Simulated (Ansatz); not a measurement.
## Band-structure calculation of AlN

The run: band-structure calculation of AlN (F-43m, 2 atoms in the cell). Method and program: DFT, PBE, plane waves, PAW, no spin polarisation (Ansatz 0.2.0).

The structure was built on a prototype by a generator. The geometry comes from this level: r2SCAN (a point of a series of strains). Figures and captions count atoms from 1; the log counts them from 0 in places.

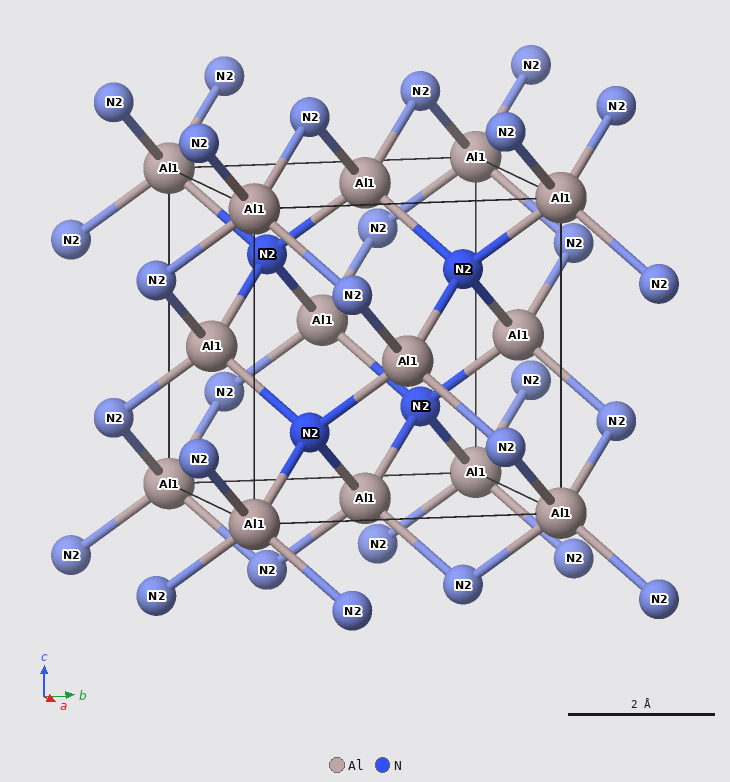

**Figure 1.** The structure as given in the input (ball-and-stick view of the cell 4 times as large as that of the calculation, set on its symmetry axes, seen slightly off an axis; neighbours outside the cell are drawn fainter; atoms are numbered from 1 in the order of the input).

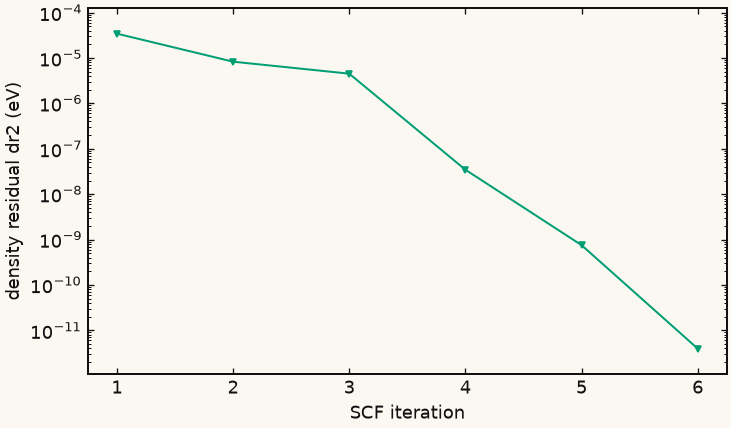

**Figure 2.** Convergence of the self-consistent field: density residual dr2 against the SCF iteration. The residual falls at every step.

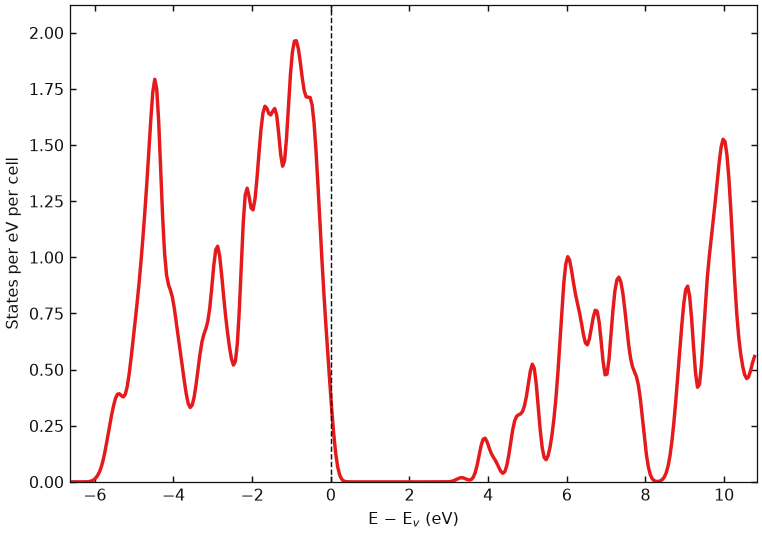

**Figure 3.** Density of states (the curve is built from the levels of the k mesh with Gaussians 0.3 eV wide, which also blur the band edges), with energies from the valence-band top. There is a gap of 3.33 eV on the k-point mesh. Small ripples come from the finite k-point mesh.

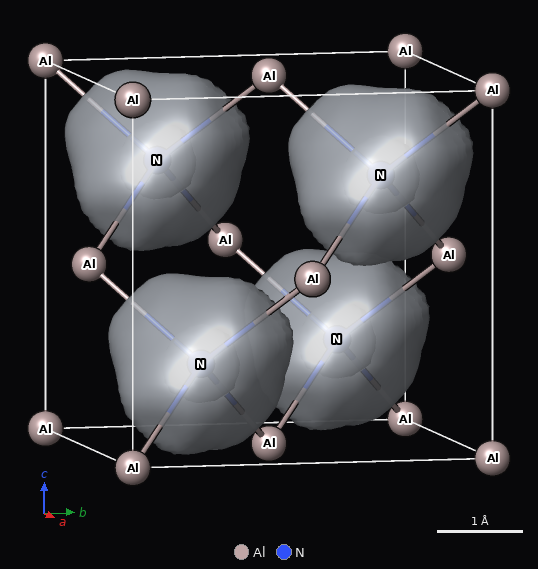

**Figure 4.** Isosurface of the ELF at 0.7 (grey), seen slightly off an axis. Only the valence region is drawn (cores and ρ < 0.01 e/Å³ removed). Sticks mark near contacts. The outline is the cell set on symmetry axes. Values along the shortest contacts: Al–N (1.89 Å): the ELF is about 0.85 at the midpoint. Core electrons are frozen (PAW), so the fields are smoothed inside the atomic spheres.

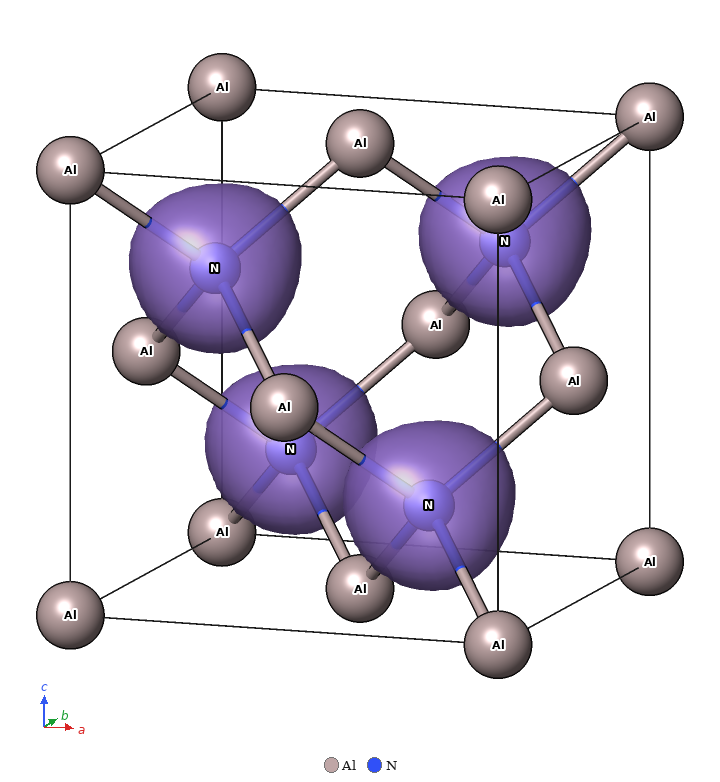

**Figure 5.** Isosurface of the valence pseudo-density at 0.8 e/Å³ (purple), seen slightly off an axis. Sticks mark near contacts. The outline is the cell set on symmetry axes. At this value the density breaks into separate islands; it holds about 50 % of the electrons treated as valence. It is pinched off along the Al–N (1.89 Å) contacts. On the grid the lowest density along these lines, outside the cores, is 0.56 e/Å³ (Al–N, 1.89 Å).

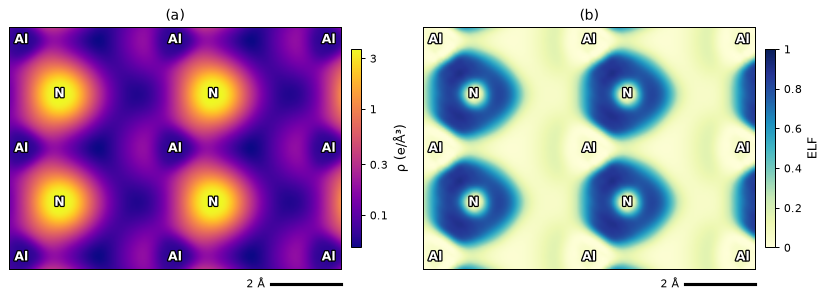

**Figure 6.** (a) valence electron density; (b) electron localisation function on the (011) plane of the conventional cell. Atoms in the plane: Al and N. Al–N (1.89 Å): ρ at the midpoint is about 0.68 e/Å³; the ELF is about 0.85 at the midpoint. Away from the nuclei the density in this plane falls to 0.05 e/Å³ at its lowest.

The input and output of the run follow.

### Input file
```yaml
crystal:
  lattice:
    - [0.0, 2.1848764128, 2.1848764128]
    - [2.1848764128, 0.0, 2.1848764128]
    - [2.1848764128, 2.1848764128, 0.0]
  atoms:
    - { symbol: Al, position: [0.0, 0.0, 0.0] }
    - { symbol: "N", position: [0.25, 0.25, 0.25] }
kpoints:
  mp_grid: { grid: [10, 10, 10] }
  band_path:
    path:
      - [0.0, 0.0, 0.0]
      - [-0.5, -0.5, 0.0]
      - [-0.375, -0.375, 0.25]
      - [-0.375, 0.0, 0.375]
      - [0.0, 0.0, 0.5]
      - [-0.5, -0.25, 0.25]
    npoints: 1
hamiltonian:
  xc: pbe
scf:
  occupations: { method: fermi_dirac, width: 0.02 }
  n_extra_bands: 4
output:
  forces: true
  stress: true
  eigenvalues: true
  write_density: true
  write_potential: true
  elf: true
  volumetric_format: npy
```

Launch command:
```bash
ansatz run input.yaml --threads 2 --pin off --max-ram 2211MiB --backend cpu --events-out ev --progress --plain --runs-dir out
```

### The program's output
```
scf.n_extra_bands = 4 over 4 filled bands (N_el = 8.0): the run solves 8 bands
Engine: ansatz 0.2.0, x86_64-unknown-linux-gnu
Pseudopotentials: kind: paw
Pseudopotential: Al, paw, valence charge 3, recommended cutoff 420 eV (normal), Al.paw.azcp
Pseudopotential: N, paw, valence charge 5, recommended cutoff 420 eV (normal), N.paw.azcp
Functional definition: PBE
  parameter kappa = 0.804
  parameter beta = 0.06672455060314922
  exchange = pbe_x(kappa = kappa, mu = beta*pi^2/3)
  correlation = pbe_c(beta = beta)
Crystal: 2 atoms, lattice volume = 20.860 Å³
Basis set: ecut = 420 eV, 411 PW (Γ), exchange–correlation on 48×48×48 points (8 copies of the dense FFT grid, shifted against one another)
Bands: 8, of which v1, the nominal top of the filled ones, is band 4 counted from 1 (3 counted from 0)
Symmetry: 24 space group operations
Space group: F-43m (ITA 216), of the structure as read, at distance tolerance 2.8e-5 Å
k-points: 47 of 1000 (time reversal used)
Non-local potential: Al, projectors of the file, l = 0: 2, l = 1: 2, l = 2: 1
Non-local potential: N, projectors of the file, l = 0: 2, l = 1: 2, l = 2: 1
PAW form: soft (Blöchl's): semilocal exchange-correlation on the pseudo side does not see the compensation charge
PAW one-centre angular grid: Al, 110 points (default); XC on 64 Gauss nodes
PAW one-centre angular grid: N, 110 points (default); XC on 64 Gauss nodes
Initial density: superposition of atomic densities (neutral atoms: chi_scale 0, normalization atom), corrected by the library's trained network
Initial wavefunctions: pseudopotential atomic-orbital guess
Functional: x = pbe(κ = 0.804, μ = 0.2195149727645171), c = pbe(β = 0.06672455060314922)
SCF iter   1: F=—  HF=-924.204063 eV  |F-HF|=—  |Δ(HF+E_count)|=         —  Δρ=7.22e-4  dr2=3.43e-5  ethr=1.77e-3  ⟨swp⟩=4.9  Hψ=2762  notcnv=0
preconditioner: auto → none  [insulator: Δε(μ)=3.327 eV  Ē_g=15.393 eV  σ=0.020 eV  W_gap=1.00  n_scr=0 (ndim 8)  ℏωp=23.0 eV  f_vac=0.000  D(μ)=0.00/eV (n_scr^D=0)  ε∞_Penn≈3.2]
SCF iter   2: F=—  HF=-924.204216 eV  |F-HF|=—  |Δ(HF+E_count)|=   1.53e-4  Δρ=3.45e-4  dr2=8.28e-6  ethr=4.29e-7  ⟨swp⟩=2.5  Hψ=966  notcnv=0
SCF iter   3: F=—  HF=-924.204252 eV  |F-HF|=—  |Δ(HF+E_count)|=   3.51e-5  Δρ=1.79e-4  dr2=4.51e-6  ethr=1.03e-7  ⟨swp⟩=2.0  Hψ=564  notcnv=0
iter 4 did not close the SCF: its close was put off for the readings that it lacked (scf_convergence_deferred on its scf_iter line)
SCF iter   4: F=-924.204253 eV  HF=-924.204252 eV  |F-HF|=1.23e-7  |Δ(HF+E_count)|=   9.15e-7  Δρ=2.30e-5  dr2=3.46e-8  ethr=5.64e-8  ⟨swp⟩=2.5  Hψ=544  notcnv=0
iter 5 did not close the SCF: its close was put off for the readings that it lacked (scf_convergence_deferred on its scf_iter line)
SCF iter   5: F=-924.204253 eV  HF=-924.204253 eV  |F-HF|=2.09e-9  |Δ(HF+E_count)|=   1.30e-7  Δρ=3.58e-6  dr2=7.56e-10  ethr=4.32e-10  ⟨swp⟩=2.0  Hψ=542  notcnv=0
SCF iter   6: F=-924.204253 eV  HF=-924.204253 eV  |F-HF|=3.18e-12  |Δ(HF+E_count)|=   2.31e-9  Δρ=2.03e-7  dr2=3.98e-12  ethr=9.45e-12  ⟨swp⟩=3.9  Hψ=1566  notcnv=0
SCF 1 converged in 6 iterations: F = -924.204253 eV  dr2 = 3.98e-12
  greatest PAW one-centre occupation: 0.788 electrons in one spin orbital (limit 2), on the N atom at site 1 (counted from 0), in its partial waves of l = 0
NSCF: frozen V_eff on 6 k-points
SCF converged after 6 iterations
Free energy (F): -924.204253 eV
Harris-Foulkes:  -924.204253 eV  (|F-HF|=3.18e-12)
Internal energy: -924.204253 eV  (E = F + TS)
E sigma→0 (E₀):  -924.204253 eV
Fermi energy:    8.631988 eV
--- Per-component energies (eV) ---
  E_band       = 15.303670
  E_kinetic    = 159.454968
  E_local      = -222.903658  (includes V_loc(G=0)·N_el)
  E_nonlocal   = 55.512783
  E_hartree    = 77.243964
  E_xc         = -101.837016
  E_vxc        = -107.959033  (∫ρ·V_xc dr)
  E_paw        = -595.191687  (= ΣΔE_a)
  E_vpaw       = -23.289425  (= ΣTr[D̂ρ^β])
  E_aug_tail   = 0.000098  (compensation charges beyond the density's cutoff)
  E_ewald      = -296.483705
  E_smearing   = -0.000000  (= −TS)
  E_closure    = 0.000000  (closes the sum)
  Σ components = -924.204253   (vs F -924.204253, Δ=0.00e0)
--- Forces (eV/Å), atoms counted from 1 ---
  atom   1  Al     0.00000000    -0.00000000    -0.00000000
  atom   2  N     -0.00000000     0.00000000    -0.00000000
  max |Σ_I F_I| component: 1.94e-16 eV/Å
--- Stress (GPa, compression-positive) ---
        4.608901       0.000000      -0.000000
        0.000000       4.608901       0.000000
       -0.000000       0.000000       4.608901
  P = ⅓ Tr σ = 4.6089 GPa (46.089 kbar)
--- Band table (eV; the first three rows and the last of 47) ---
  k-point 0: bands = ["-8.0027", "6.9580", "6.9580", "6.9580", "11.1335", "19.5276", "19.5276", "19.5276"]
  k-point 1: bands = ["-7.8567", "6.1477", "6.9068", "6.9068", "11.7962", "19.1379", "19.6598", "19.6598"]
  k-point 2: bands = ["-7.4414", "4.5467", "6.7790", "6.7790", "12.9242", "18.3325", "19.5814", "19.5814"]
  k-point 46: bands = ["-5.2797", "2.8945", "3.8735", "4.3479", "12.6763", "17.8103", "19.3260", "19.5770"]
```

### File bands.tsv
```
# k_distance	band_0	band_1	band_2	band_3	band_4	band_5	band_6	band_7
# fermi_ev = 8.631988
# lock_threshold_ev = 1e-6
# [0, 0, 0] at k_distance = 0.000000
# [-0.5, -0.5, 0] at k_distance = 1.437881
# [-0.375, -0.375, 0.25] at k_distance = 1.946249
# [-0.375, 0, 0.375] at k_distance = 2.826768
# [0, 0, 0.5] at k_distance = 3.707287
# [-0.5, -0.25, 0.25] at k_distance = 4.724022
# levels_relative_to = fermi_ev
# free_energy_ev = -924.204253
# largest_residual_norms_ev = 1.435e-4 1.814e-4 2.086e-4 2.430e-4 1.303e-3 8.297e-4 9.578e-4 9.532e-4
0.000000	-16.634683	-1.674007	-1.674007	-1.674007	2.501531	10.895633	10.895633	10.895633
1.437881	-13.961659	-6.564825	-3.439974	-3.439974	1.651223	6.942112	12.264220	14.028563
1.946249	-13.979660	-5.917694	-5.293169	-3.038046	3.491718	8.422077	11.386874	12.478359
2.826768	-13.979660	-5.917694	-5.293169	-3.038046	3.491718	8.422077	11.386874	12.478359
3.707287	-14.594575	-7.512085	-2.151392	-2.151392	5.698123	8.178792	9.466833	9.466833
4.724022	-13.906367	-5.444298	-5.098732	-4.355810	4.367211	9.734927	10.294303	10.486733
```

### File v_z.tsv
```
# z_ang	v_es[eV]	v_tot[eV]
# format = ansatz-planar-average/11
# xc	pbe
# density_cutoff_ev	1680
# datasets	Al=:simpson_from_first_knot:soft	N=:simpson_from_first_knot:soft
# lattice	0.000000000	2.184876413	2.184876413
# lattice	2.184876413	0.000000000	2.184876413
# lattice	2.184876413	2.184876413	0.000000000
# sites	2
# site	13	0.000000000	0.000000000	0.000000000
# site	7	1.092438206	1.092438206	1.092438206
0.000000	2.159079e0	-9.992907e0
0.128745	1.046080e0	-1.159712e1
0.257490	-3.290971e-1	-1.330719e1
0.386235	-1.691939e0	-1.480438e1
0.514980	-2.710296e0	-1.574496e1
0.643725	-3.060120e0	-1.586437e1
0.772470	-2.544419e0	-1.504887e1
0.901216	-1.171699e0	-1.336575e1
1.029961	8.430743e-1	-1.100972e1
1.158706	3.154287e0	-8.273985e0
1.287451	5.406272e0	-5.516681e0
1.416196	7.321735e0	-3.034562e0
1.544941	8.677302e0	-1.094588e0
1.673686	9.296294e0	3.537095e-2
1.802431	9.190686e0	3.376023e-1
1.931176	8.576075e0	3.372040e-2
2.059921	7.597127e0	-7.731875e-1
2.188666	6.400960e0	-1.912572e0
2.317411	5.239809e0	-3.116858e0
2.446156	4.316108e0	-4.344541e0
2.574902	3.708160e0	-5.588511e0
2.703647	3.348965e0	-6.718793e0
2.832392	3.130619e0	-7.684941e0
2.961137	2.835174e0	-8.690210e0
```

### Summary

```tsv
quantity	value
outcome	converged
space group (tolerance 0.01 Å)	F-43m (216)
electrons treated	8
free energy	−924.2043 eV
Fermi energy	8.632 eV
gap on the k-point mesh	3.33 eV
pressure	4.61 GPa
largest force (length of the vector)	under 0.001 eV/Å
hardware	2 threads of an x86-64 CPU, shared host
wall time	0.89 s (CPU time 1.4 s)
peak memory	0.4 GiB
```
